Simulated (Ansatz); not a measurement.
## Y2Ti2O7 (Fd-3m): the gap up the ladder of methods

Wanted: a ladder of band gaps for Y2Ti2O7 (Fd-3m), from density functionals to G0W0.

Calculated with Ansatz 0.2.0; density functionals, hybrids and G0W0, plane waves, PAW.

**What was measured.**

- Gap 3.44 eV: direct optical gap from Tauc plot; UV-Vis-NIR transmission; bulk crystal (floating-zone single crystal wafer, 1 mm thick) (“Structural, optical and mechanical properties of Y2Ti2O7 single crystal”, 2020, arxiv:2006.07359).

This is a report of a sequence of runs, with most program output left out.

In doubt: masses and optical values from hybrid runs of this build are listed as unsure (step 7), which bears on the screening that GW takes from such a start.

### Step 1. The structure

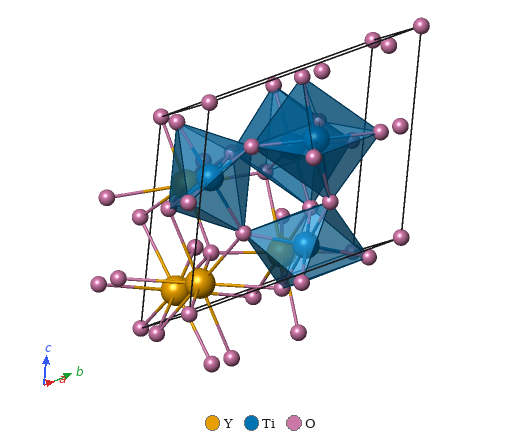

The starting structure, seen slightly off an axis (yttrium orange, titanium blue, oxygen pink). Bonds to atoms that aren't drawn are left out. Some periodic images of atoms are drawn too.

Geometry: measured cell, ions relaxed with LDA. The runs that relaxed it are not among those shown. The default PAW set here is soft_2. Its files were made with PBE.

### Step 2. LDA on the 4×4×4 mesh

Levels along a band path and on the mesh show where this functional puts the band edges.

This step: DFT, LDA, plane waves, PAW.

input.yaml reads:

```yaml
crystal:
  lattice:
    - [0.0, 5.0493, 5.0493]
    - [5.0493, 0.0, 5.0493]
    - [5.0493, 5.0493, 0.0]
  atoms:
    - { symbol: "Y", position: [0.125, 0.125, 0.125] }
    - { symbol: "Y", position: [0.625, 0.125, 0.125] }
    - { symbol: "Y", position: [0.125, 0.125, 0.625] }
    - { symbol: "Y", position: [0.125, 0.625, 0.125] }
    - { symbol: Ti, position: [0.625, 0.625, 0.625] }
    - { symbol: Ti, position: [0.125, 0.625, 0.625] }
    - { symbol: Ti, position: [0.625, 0.625, 0.125] }
    - { symbol: Ti, position: [0.625, 0.125, 0.625] }
    - { symbol: O, position: [0.5454541437, 0.9545458563, 0.9545458563] }
    - { symbol: O, position: [0.7045458563, 0.2954541437, 0.7045458563] }
    - { symbol: O, position: [0.9545458563, 0.5454541437, 0.5454541437] }
    - { symbol: O, position: [0.2954541437, 0.7045458563, 0.2954541437] }
    - { symbol: O, position: [0.9545458563, 0.5454541437, 0.9545458563] }
    - { symbol: O, position: [0.7045458563, 0.7045458563, 0.2954541437] }
    - { symbol: O, position: [0.5454541437, 0.9545458563, 0.5454541437] }
    - { symbol: O, position: [0.2954541437, 0.2954541437, 0.7045458563] }
    - { symbol: O, position: [0.7045458563, 0.2954541437, 0.2954541437] }
    - { symbol: O, position: [0.9545458563, 0.9545458563, 0.5454541437] }
    - { symbol: O, position: [0.2954541437, 0.7045458563, 0.7045458563] }
    - { symbol: O, position: [0.5454541437, 0.5454541437, 0.9545458563] }
    - { symbol: O, position: [0.0, 0.0, 0.0] }
    - { symbol: O, position: [0.25, 0.25, 0.25] }
kpoints:
  mp_grid: { grid: [4, 4, 4] }
  band_path:
    path:
      - [[0.0, 0.0, 0.0], [0.5, 0.0, 0.5], [0.625, 0.25, 0.625]]
      - [[0.375, 0.375, 0.75], [0.0, 0.0, 0.0], [0.5, 0.5, 0.5], [0.5, 0.25, 0.75], [0.5, 0.0, 0.5]]
    npoints: 10
hamiltonian:
  xc: lda
scf:
  occupations: { method: fermi_dirac, width: 0.02 }
  n_extra_bands: 11
output:
  eigenvalues: true
```

The run is started by

```console
$ ansatz run input.yaml --threads 24 --pin off --max-ram 82944MiB --backend cuda --events-out ev --progress --plain --runs-dir out --devices 1 --max-vram 78GiB
```

Elapsed: 1.8 s, on 1 × NVIDIA GB200 (shared by 2 runs) with 24 threads of Arm Neoverse V2, shared host; peak memory 1 GiB.

Numbers from this step:

- filled bands: 88
- gap: 2.797 eV
- valence top at: X
- conduction bottom at: Γ
- least direct gap: 2.809 eV

Over mesh and path the gap is 2.797 eV, from k = (0.500, 0.000, 0.500) to k = Γ. The least direct gap found is 2.809 eV, at k = Γ.

### Step 3. LDA+SOC on the 4×4×4 mesh

This run has two-component orbitals with spin-orbit coupling.

This step: DFT, LDA with spin-orbit coupling, plane waves, PAW.

input.yaml: that of step 2 with these lines changed.

```diff
@@ -32,5 +32,9 @@
     path:
-      - [[0.0, 0.0, 0.0], [0.5, 0.0, 0.5], [0.625, 0.25, 0.625]]
-      - [[0.375, 0.375, 0.75], [0.0, 0.0, 0.0], [0.5, 0.5, 0.5], [0.5, 0.25, 0.75], [0.5, 0.0, 0.5]]
-    npoints: 10
+      - [0.0, 0.0, 0.0]
+      - [0.5, 0.0, 0.5]
+      - [0.625, 0.25, 0.625]
+      - [0.375, 0.375, 0.75]
+      - [0.5, 0.5, 0.5]
+      - [0.5, 0.25, 0.75]
+    npoints: 1
 hamiltonian:
@@ -38,4 +42,7 @@
 scf:
-  occupations: { method: fermi_dirac, width: 0.02 }
-  n_extra_bands: 11
+  occupations: { method: fixed }
+  n_extra_bands: 22
+magnetization:
+  noncollinear: true
+  spin_orbit: true
 output:
```

Run time: 2 s. Hardware: 1 × NVIDIA GB200 (shared by 2 runs) with 24 threads; peak memory 1.7 GiB.

Numbers from this step:

- gap: 2.793 eV
- valence top at: Γ
- conduction bottom at: Γ
- least direct gap: 2.793 eV

Over mesh and listed points the gap is 2.793 eV, direct, at k = Γ. LDA+SOC against LDA: 2.793 − 2.797 = −0.004 eV. Mesh, set of files and cutoff are the same, but the valence top lies at another k point, so this need not be the shift of one pair of states. The spin-orbit run sees mesh and listed points alone, so its gap is an upper bound: the coupling can move an edge off these points, and the change over the zone, its sign included where it is small, is not known.

### Step 4. r2SCAN on the 4×4×4 mesh

r2SCAN is a meta-GGA: it depends on the kinetic-energy density as well as on the density and its gradient.

This step: DFT, r2SCAN, plane waves, PAW.

input.yaml: that of step 3 with these lines changed.

```diff
@@ -40,9 +40,6 @@
 hamiltonian:
-  xc: lda
+  xc: r2scan
 scf:
   occupations: { method: fixed }
-  n_extra_bands: 22
-magnetization:
-  noncollinear: true
-  spin_orbit: true
+  n_extra_bands: 11
 output:
```

Elapsed: 1.6 s, on 1 × NVIDIA GB200 (shared by 2 runs) with 24 threads; peak memory 1.4 GiB.

This step gave:

* gap: 3.283 eV
* valence top at: X
* conduction bottom at: Γ
* least direct gap: 3.301 eV

Over mesh and listed points the gap is 3.283 eV, from k = (0.500, 0.000, 0.500) to k = Γ. The least direct gap found is 3.301 eV, at k = Γ. r2SCAN against LDA: 3.283 − 2.797 = +0.486 eV. The runs also differ in plane-wave cutoff (420 eV and 500 eV), so how much of this comes from the functional alone is not known.

### Step 5. HSE06 on the 4×4×4 mesh

HSE06 mixes in a quarter of exact exchange at short range.

This step: DFT, HSE06, plane waves, PAW.

input.yaml: that of step 4 with these lines changed.

```diff
@@ -40,3 +40,3 @@
 hamiltonian:
-  xc: r2scan
+  xc: hse06
 scf:
```

It took 25 s on 1 × NVIDIA GB200 (shared by 2 runs) with 24 threads; peak memory 2.5 GiB; 6.5 min of CPU time.

This step gave:

| Quantity | Value |
| --- | --- |
| gap | 4.497 eV |
| valence top at | X |
| conduction bottom at | Γ |
| least direct gap | 4.516 eV |
| exact-exchange fraction | 0.25 |

Over mesh and listed points the gap is 4.497 eV, from k = (0.500, 0.000, 0.500) to k = Γ. The least direct gap found is 4.516 eV, at k = Γ. HSE06 against LDA: 4.497 − 2.797 = +1.700 eV, with the same mesh, files and cutoff, and both edges at the same k points.

### Step 6. G0W0@LDA, 2×2×2 mesh, 968 empty bands, screening to 140 eV

G0W0 replaces the xc potential by a self-energy built once from the orbitals of the start. Levels are corrected in the window of bands that the input names, at points of the mesh.

This step: G0W0 on LDA, plane waves, PAW.

input.yaml: that of step 5 with these lines changed.

```diff
@@ -29,18 +29,12 @@
 kpoints:
-  mp_grid: { grid: [4, 4, 4] }
-  band_path:
-    path:
-      - [0.0, 0.0, 0.0]
-      - [0.5, 0.0, 0.5]
-      - [0.625, 0.25, 0.625]
-      - [0.375, 0.375, 0.75]
-      - [0.5, 0.5, 0.5]
-      - [0.5, 0.25, 0.75]
-    npoints: 1
+  mp_grid: { grid: [2, 2, 2] }
 hamiltonian:
-  xc: hse06
+  xc: lda
 scf:
   occupations: { method: fixed }
-  n_extra_bands: 11
-output:
-  eigenvalues: true
+gw:
+  n_empty_bands: 968
+  ecut_chi: 140.0
+  qp_bands: [v4, c4]
+  qp_kpoints: band_edges
+  screening: { model: contour_deformation }
```

It took 4.5 s on 1 × NVIDIA GB200 (shared by 2 runs) with 24 threads; peak memory 1.8 GiB.

Numbers from this step:

```yaml
bands_summed: 1056
rpa_eps_infinity_on_this_mesh_eigenvalues: 6.174, 6.174, 6.174
plane_waves_in_the_screening_matrix: 941
g0w0_gap_over_the_corrected_points: 4.644 eV
k_of_the_valence_top: 0, -0.5, -0.5
k_of_the_conduction_bottom: 0, 0, 0
starting_gap_on_the_mesh: 2.782 eV
z_at_the_valence_top: 0.7264
z_at_the_conduction_bottom: 0.7251
least_direct_g0w0_gap_over_the_corrected_points: 4.650 eV
```

Over all 3 irreducible mesh points the G0W0 gap is 4.644 eV, from k = (0.000, -0.500, -0.500) to k = Γ. The LDA gap of this run on the mesh is 2.782 eV. The two states that bound the G0W0 gap lie that far apart at the start, so the correction of the gap is 4.644 − 2.782 = +1.862 eV.

### Step 7. G0W0@HSE06, 2×2×2 mesh, 450 empty bands, screening to 84 eV

This step: G0W0 on HSE06, plane waves, PAW.

input.yaml: that of step 6 with these lines changed.

```diff
@@ -31,3 +31,3 @@
 hamiltonian:
-  xc: lda
+  xc: hse06
 scf:
@@ -35,4 +35,4 @@
 gw:
-  n_empty_bands: 968
-  ecut_chi: 140.0
+  n_empty_bands: 450
+  ecut_chi: 84
   qp_bands: [v4, c4]
```

Run time: 15 s. Hardware: 1 × NVIDIA GB200 (shared by 2 runs) with 24 threads; peak memory 2 GiB.

This step gave:

```
bands summed                                    : 538
RPA ε∞ on this mesh (eigenvalues)               : 4.369, 4.369, 4.369
plane waves in the screening matrix             : 459
G0W0 gap over the corrected points              : 5.064 eV
k of the valence top                            : 0, -0.5, -0.5
k of the conduction bottom                      : 0, 0, 0
starting gap on the mesh                        : 4.489 eV
Z at the valence top                            : 0.7758
Z at the conduction bottom                      : 0.7716
least direct G0W0 gap over the corrected points : 5.066 eV
```

Over all 3 irreducible mesh points the G0W0 gap is 5.064 eV, from k = (0.000, -0.500, -0.500) to k = Γ. The HSE06 gap of this run on the mesh is 4.489 eV. The two states that bound the G0W0 gap lie that far apart at the start, so the correction of the gap is 5.064 − 4.489 = +0.575 eV. G0W0@HSE06 against G0W0@LDA with 538 bands (a further run, in the table below): 5.064 − 4.644 = +0.420 eV. Mesh, set of files and cutoffs are the same, but the valence top lies at another k point, so this need not be the shift of one pair of states.

### Step 8. The ladder

Each gap is the least one over the points named; times are wall times on shared hosts, not benchmarks. A G0W0 time includes the run's own self-consistent start. Runs with listed points see these and the mesh alone, so an edge that moves elsewhere is missed. Rows marked * are further runs, not shown as steps, whose inputs differ from the G0W0 step on the same start in the columns given; solver thresholds can differ too. Rows marked ? have an edge level that the program doubts. Symmetry makes (0.500, 0.000, 0.500) and (0.000, -0.500, -0.500) one point.

| level | mesh | files, cutoff | bands summed, screening | points | gap (eV) | valence top | conduction bottom | least direct gap (eV) | time |
| --- | --- | --- | --- | --- | --- | --- | --- | --- | --- |
| LDA | 4×4×4 | soft_2 PAW, 420 eV | - | mesh and path | 2.797 | (0.500, 0.000, 0.500) | Γ | 2.809 | 1.8 s |
| LDA+SOC | 4×4×4 | soft_2 PAW, 420 eV | - | mesh and listed points | 2.793 | Γ | Γ | 2.793 | 2 s |
| r2SCAN | 4×4×4 | soft_2 PAW, 500 eV | - | mesh and listed points | 3.283 | (0.500, 0.000, 0.500) | Γ | 3.301 | 1.6 s |
| HSE06 | 4×4×4 | soft_2 PAW, 420 eV | - | mesh and listed points | 4.497 | (0.500, 0.000, 0.500) | Γ | 4.516 | 25 s |
| G0W0@LDA*? | 2×2×2 | soft_2 PAW, 420 eV | 247, 42 eV | all 3 irreducible mesh points | 4.922 | Γ | Γ | 4.922 | 2.1 s |
| G0W0@LDA* | 2×2×2 | soft_2 PAW, 420 eV | 538, 84 eV | all 3 irreducible mesh points | 4.644 | Γ | Γ | 4.644 | 3.1 s |
| G0W0@LDA | 2×2×2 | soft_2 PAW, 420 eV | 1056, 140 eV | all 3 irreducible mesh points | 4.644 | (0.000, -0.500, -0.500) | Γ | 4.650 | 4.5 s |
| G0W0@HSE06 | 2×2×2 | soft_2 PAW, 420 eV | 538, 84 eV | all 3 irreducible mesh points | 5.064 | (0.000, -0.500, -0.500) | Γ | 5.066 | 15 s |

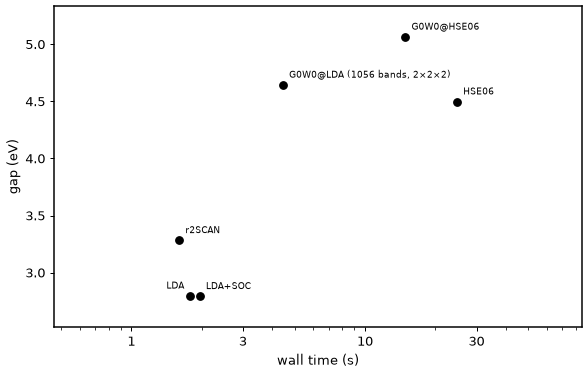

Gap against wall time for the runs shown as steps.

Computed less measured, in eV, for the reports listed at the start; nothing is added to the computed values:

| row | computed (eV) | 3.44 eV (2020) |
| --- | --- | --- |
| LDA, gap | 2.797 | −0.643 |
| LDA+SOC, gap | 2.793 | −0.647 |
| r2SCAN, gap | 3.283 | −0.157 |
| HSE06, gap | 4.497 | +1.057 |
| G0W0@LDA (1056 bands, 2×2×2), gap | 4.644 | +1.204 |
| G0W0@HSE06, gap | 5.064 | +1.624 |
| G0W0@LDA (1056 bands, 2×2×2), least direct gap | 4.650 | +1.210 |

### Step 9. Outcome

| Item | Value |
| --- | --- |
| LDA, over mesh and path | 2.797 eV |
| LDA+SOC, over mesh and listed points | 2.793 eV |
| r2SCAN, over mesh and listed points | 3.283 eV |
| HSE06, over mesh and listed points | 4.497 eV |
| G0W0@LDA (1056 bands, 2×2×2), over all 3 irreducible mesh points | 4.644 eV |
| G0W0@HSE06, over all 3 irreducible mesh points | 5.064 eV |
| known limits | finite bands, screening cutoff and k mesh; no spin-orbit coupling in G0W0 |

The rows run from 2.793 eV (LDA+SOC) to 5.064 eV (G0W0@HSE06). They differ in mesh, plane-wave cutoff, bands and screening cutoff of G0W0 and the points over which the gap was sought as well as in level, so only pairs that share these are like for like. HSE06 against LDA: 4.497 − 2.797 = +1.700 eV, with the same mesh, files and cutoff, and both edges at the same k points. G0W0@LDA (1056 bands, 2×2×2) moves the gap of its own start on the mesh by 4.644 − 2.782 = +1.862 eV, between the same two levels. Both edges that LDA shows over mesh and path lie at k points where levels were corrected. Levels at other points were not corrected, so a lower G0W0 gap elsewhere in the zone is not ruled out. G0W0@HSE06 moves the gap of its own start on the mesh by 5.064 − 4.489 = +0.575 eV, between the same two levels. Both edges that HSE06 shows over mesh and listed points lie at k points where levels were corrected. Levels at other points were not corrected, so a lower G0W0 gap elsewhere in the zone is not ruled out. What spin-orbit coupling does to the G0W0 levels was not computed, so no sum with the G0W0 gap is formed. Against experiment, G0W0@LDA (1056 bands, 2×2×2) at 4.644 eV lies +1.204 eV from 3.44 eV (2020). The differences hold parts that these runs do not separate: finite bands, cutoffs and mesh, points of the zone that were not corrected, the start of G0W0, spin-orbit coupling missing from it, static nuclei, no electron-hole attraction, and what each experiment reads as the gap. How much each gives is not known from the steps shown. For G0W0@LDA: from 247 bands and 42 eV to 1056 bands and 140 eV the gap moves by 4.644 − 4.922 = −0.278 eV (rung by rung 4.922, 4.644, 4.644 eV); bands and screening cutoff rise together, so their parts are not told apart. The states that bound the gap change along the series, so no limit is drawn and it is not known. The other G0W0 rows are shown at one basis each (538 bands), so their distance from the limit is not known here. The G0W0 runs are scalar-relativistic. No pair of G0W0 runs that differ in the mesh alone is shown (2×2×2 is a supercell whose nearest images lie 14 Å apart), so the error from the mesh is not known here. G0W0 is shown with one set of atomic data (soft_2 PAW), so the error from the files is not known here.

[Paths, hosts, dates, memory and timing lines, banners, echoed tables and standing remarks are left out of the program output.]

[Logs are printed without paths, hosts, clocks, repeated set-up lines and the standing remarks that a program may print on its own settings, such as how far it seeks lower states.]

[Runs of the session that timed out or met a known fault of the program may be left out.]

[Cells called generated may have been cut or substituted from an entry of the Crystallography Open Database or the Materials Project.]

[Hosts, paths, dates, database ids (printed as entryN), source tags and the programs' standing remarks are cut or masked in the printed files.]

[Where an RPA ε∞ is given, it is that of the G0W0 mesh and is not shown converged in it. Names of k-points follow the symmetry that the program found, which can be lower than the space group named. Band edges on a path are those of the sampled points; other points can move an edge, and change direct to indirect where valleys lie close.]

[Hybrid gaps are those of their k-mesh and are not shown converged in it.]
